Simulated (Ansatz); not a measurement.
**Si$_{6}$Ge: density, localisation and related maps**

Input file:

```
crystal:
  lattice:
    - [5.943573667, 0.0, 0.0004581747]
    - [0.0, 7.72898647, 0.0]
    - [-2.9229051945, 0.0, 5.9385430979]
  atoms:
    - { symbol: Si, position: [0.4148118345, 0.7509184876, 0.4083334779] }
    - { symbol: Si, position: [0.4148118345, 0.2490815124, 0.4083334779] }
    - { symbol: Si, position: [0.9799126015, 0.7518296217, 0.3779247572] }
    - { symbol: Si, position: [0.9799126015, 0.2481703783, 0.3779247572] }
    - { symbol: Si, position: [0.5351464987, 0.7493114819, 0.1102638468] }
    - { symbol: Si, position: [0.5351464987, 0.2506885181, 0.1102638468] }
    - { symbol: Si, position: [0.612849012, 0.0, 0.6236980693] }
    - { symbol: Si, position: [0.614548753, 0.5, 0.6210092691] }
    - { symbol: Si, position: [0.0095095415, 0.5, 0.5998596538] }
    - { symbol: Si, position: [0.0105387813, 0.0, 0.5986438126] }
    - { symbol: Si, position: [0.4343935171, 0.5, 0.8811694251] }
    - { symbol: Si, position: [0.4330450116, 0.0, 0.8857292802] }
    - { symbol: Ge, position: [0.0159625596, 0.8274362504, 0.0073274685] }
    - { symbol: Ge, position: [0.0159625596, 0.1725637496, 0.0073274685] }
basis:
  ecutwfc: 420
kpoints:
  mp_grid: { grid: [6, 4, 6] }
  band_path:
    path:
      - [0.0, 0.0, 0.0]
      - [0.0, 0.5, 0.0]
      - [0.0, 0.5, 0.5]
      - [0.0, 0.0, 0.5]
      - [0.0, 0.0, 0.0]
      - [-0.5, 0.0, 0.5]
      - [-0.5, 0.5, 0.5]
      - [0.0, 0.5, 0.0]
      - [-0.5, 0.5, 0.0]
      - [-0.5, 0.0, 0.0]
      - [0.0, 0.0, 0.0]
    npoints: 10
hamiltonian:
  xc: pbesol
scf:
  occupations: { method: gaussian, width: 0.1 }
  n_extra_bands: 35
output:
  forces: true
  stress: true
  eigenvalues: true
  populations: true
  dos: { projected: true, de: 0.02, nscf_kmesh: { grid: [8, 5, 8] } }
  bader: false
  write_density: true
  write_potential: true
  elf: true
  volumetric_format: npy
```

Run with:

```sh
ansatz run input.yaml --threads 1 --pin off --max-ram 2560MiB --backend cpu --events-out ev --progress --plain --runs-dir out
```

Below, planes, directions and counts refer to the conventional cell (a = 5.94 Å, b = 7.73 Å, c = 6.62 Å, α = 90.00°, β = 116.20°, γ = 90.00°).

Space group Pm; a generated structure, not necessarily the stable one; computed pressure about −2 GPa in this cell.

Method: DFT PBEsol, scalar-relativistic, plane waves, PAW in Ansatz 0.2.0.

In a PAW calculation such maps are meaningful between the atoms, not at the nuclei.

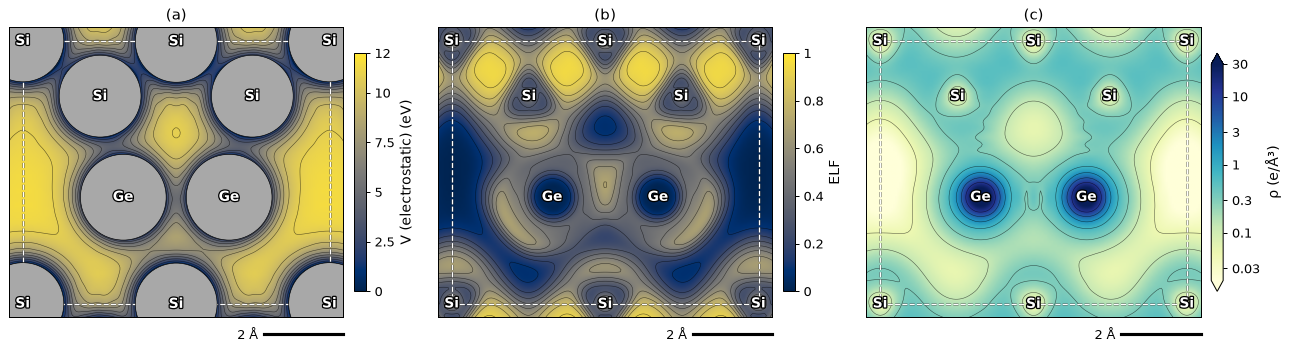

Figure 1. (a) electrostatic potential energy of an electron; (b) ELF; (c) valence charge density (pseudo) on the (100) plane of the conventional cell. Grey discs cover the atomic cores in the potential map.

> What do the fields say about this system?

The section cuts through Si and Ge sites.
Si–Si (2.37 Å): ρ at the midpoint is about 0.55 e/Å³; the ELF peaks at about 0.95 between the atoms.
Si–Ge (2.62 Å): ρ is about 0.33 e/Å³ halfway; the ELF peaks at about 0.75 in the valence shell of Si, 1.0 Å from its nucleus, and is about 0.60 at the midpoint.
Ge–Ge (2.67 Å): the density is about 0.44 e/Å³ at the midpoint, with its minimum of 0.29 e/Å³ about 1.1 Å from Ge; the ELF peaks at about 0.65 between the atoms.
Si–Si (2.40 Å): ρ is about 0.52 e/Å³ halfway; the ELF peaks at about 0.95 between the atoms.
Between the atoms the lowest density in this plane is 0.01 e/Å³.
Outside the cores the potential energy rises away from the atoms and is highest about 2.5 Å from the nearest atoms; its zero is arbitrary.

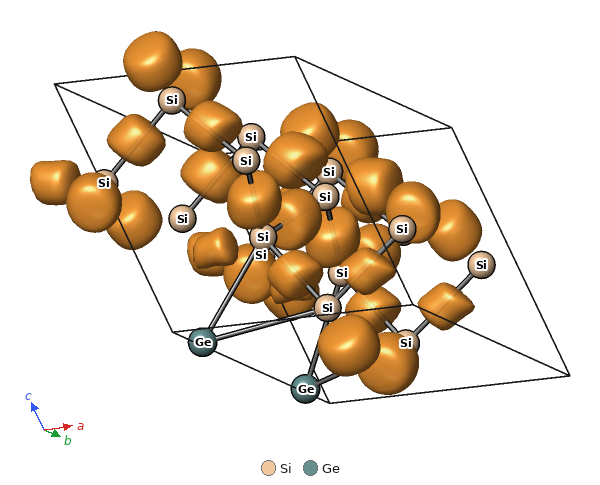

Figure 2. Isosurface of the electron localisation function at 0.8 (orange), seen at an oblique angle. Core shells and regions of very low density are left out. Sticks mark near contacts.

> Describe the localisation domains.

At this value the surface marks out 24 regions between bonded Si–Si atoms, counted in one cell of 14 atoms. Any copies at cell faces, edges or corners count once. Profiles from the grid: Si–Si (2.35 Å): the ELF peaks at about 0.95 between the atoms.

> Does the calculation give a band gap?

It is metallic or semimetallic at this level of theory: no gap opens.
